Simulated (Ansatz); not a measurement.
Read the following structure.

```yaml
crystal:
  lattice:
    - [2.08300, 0.00000, 0.00000]
    - [-1.02886, 2.42163, 0.00000]
    - [-0.57634, -0.28870, 3.86609]
  atoms:
    - { symbol: Ni, position: [0.99473, 0.74860, 0.74969] }
    - { symbol: Ni, position: [0.00527, 0.25140, 0.25031] }
```

> What crystal do these data define?

The element is nickel. The atoms follow space group P-1 (No. 2); the Bravais lattice is primitive triclinic. The cell holds two atoms. Within bonding distance, the neighbour counts come to Ni 2. Not all metal-metal contacts are counted.

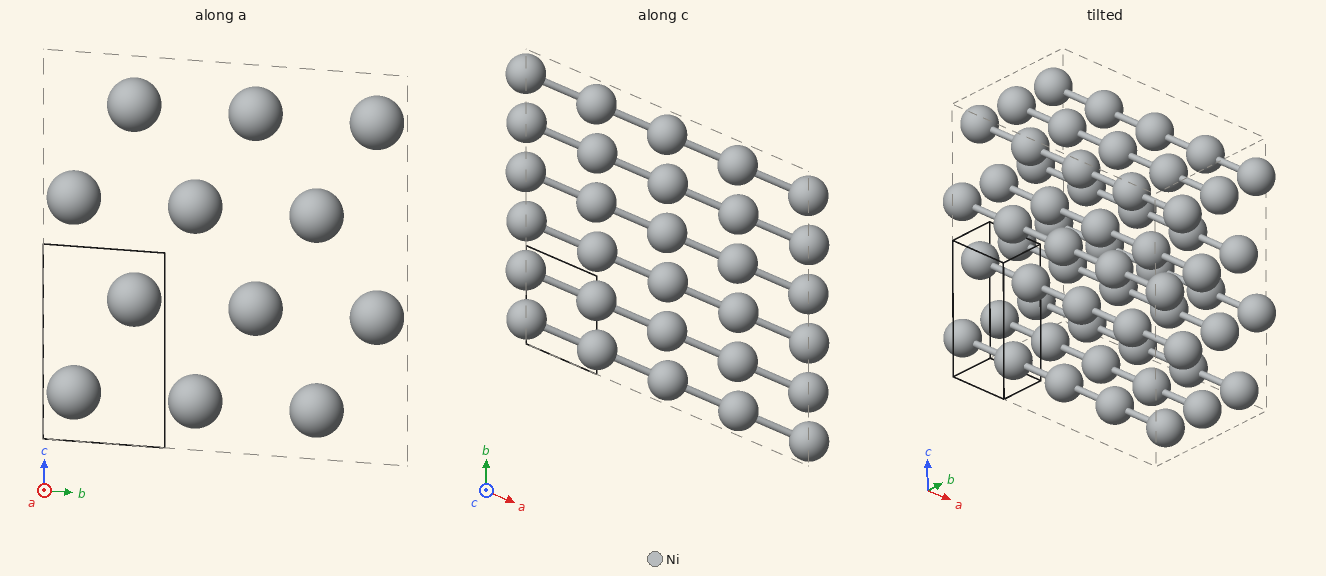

Crystal structure, ball-and-stick style, seen along the a axis, along the c axis and slightly off an axis. Solid lines give the conventional unit cell, repeated here 4×3×2 times.

Origin of the cell: a structure listed in the Materials Project. The cell was then strained or its atoms displaced on purpose. The atoms were relaxed in a fixed cell with DFT PBEsol, scalar-relativistic, plane waves, PAW in Ansatz 0.2.0.

At this level of theory the cell isn't at rest (compressed, at 32 GPa), so its distances can differ from those at equilibrium, the more so the softer the solid.
